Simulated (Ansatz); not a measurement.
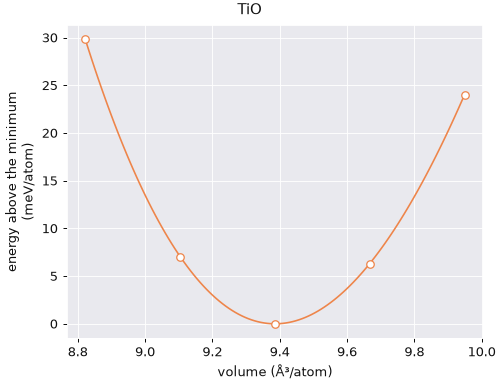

The picture above shows the energy above the minimum against volume for TiO, space group P6_3/mmc (No. 194).

Structure:
```xyz
4
Lattice="2.8188 0.0000 0.0000 -1.4094 2.4411 0.0000 0.0000 0.0000 5.4563" Properties=species:S:1:pos:R:3 pbc="T T T"
Ti    0.0000    1.6274    1.3641
Ti    1.4094    0.8137    4.0922
O     0.0000    0.0000    0.0000
O     0.0000    0.0000    2.7281
```

How it was computed, with Ansatz 0.2.0: third-order Birch-Murnaghan fit to density functional energies at scaled volumes of the given relaxed cell, shape and atoms relaxed at each volume; energies count from the fitted minimum; plane waves with PAW datasets, Γ-centred k mesh. Level: PBEsol, no spin polarisation.

- wave cutoff: 420 eV
- k mesh: 18×18×8
- occupations: Gaussian
- smearing width: 0.1 eV

From this curve and the settings, what does the calculation give for the pressure at the same points?

The pressure falls from 17.90 GPa at volume 8.823 Å³/atom to −12.98 GPa at 9.949 Å³/atom, and changes sign near 9.39 Å³/atom.

| volume (Å³/atom) | pressure (GPa) |
| --- | --- |
| 8.823 | 17.90 |
| 9.105 | 8.23 |
| 9.386 | −0.01 |
| 9.668 | −7.01 |
| 9.949 | −12.98 |

Keep in mind: no spin polarisation, a magnetic state may lie lower.
